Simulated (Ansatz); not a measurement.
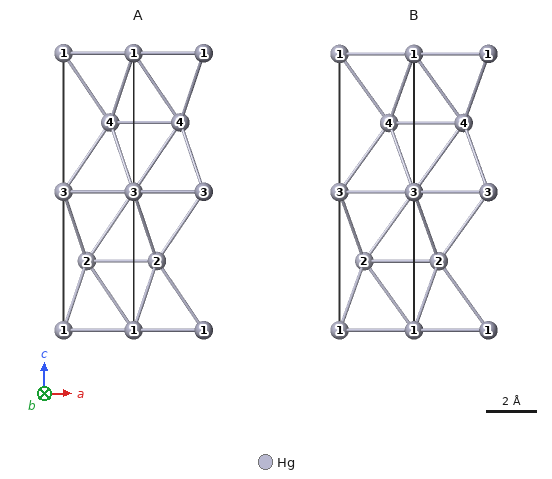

Two geometries of a crystal of Hg (built on the database structure type), drawn at one scale. One is the start of a relaxation, the other its converged end. A ball-and-stick model of the cell of the calculation, repeated 2 × 1 × 1 with one cell outlined, seen along the b axis.

Theory: Ansatz 0.2.0, DFT, PBE-D3(BJ), plane waves, PAW. (plane-wave cutoff 420 eV; k-point mesh 12 × 12 × 2; occupations fermi dirac; smearing width 0.02 eV; no spin polarisation; cell and atoms relaxed; force threshold 0.005 eV/Å)

Question: Which of the two is the end point?

Answer: Structure A is the relaxed one. No atom moves by more than 0.005 Å relative to the cell. The volume changes by −11.2 %, with a = b 3.442 → 3.239 Å (−5.9 %), c 11.062 → 11.089 Å (+0.2 %). Near-neighbour distances that change, for instance: Hg1–Hg1 3.442 → 3.239 Å, Hg1–Hg2 3.406 → 3.344 Å. The space group stays P6_3/mmc (No. 194). Over 6 accepted moves (8 points after the start) the energy falls by 68.5 meV per cell of the calculation. All forces vanish by symmetry, so only the cell relaxes. Pressure: −1.33 GPa at the start and −0.01 GPa at the end. The line search rejected the trial step at point 3 of the run. The SCF was repeated once at an unchanged geometry on a basis and grid sized afresh for the cell, which shifted the energy by 4.0 meV per cell of the calculation at most.
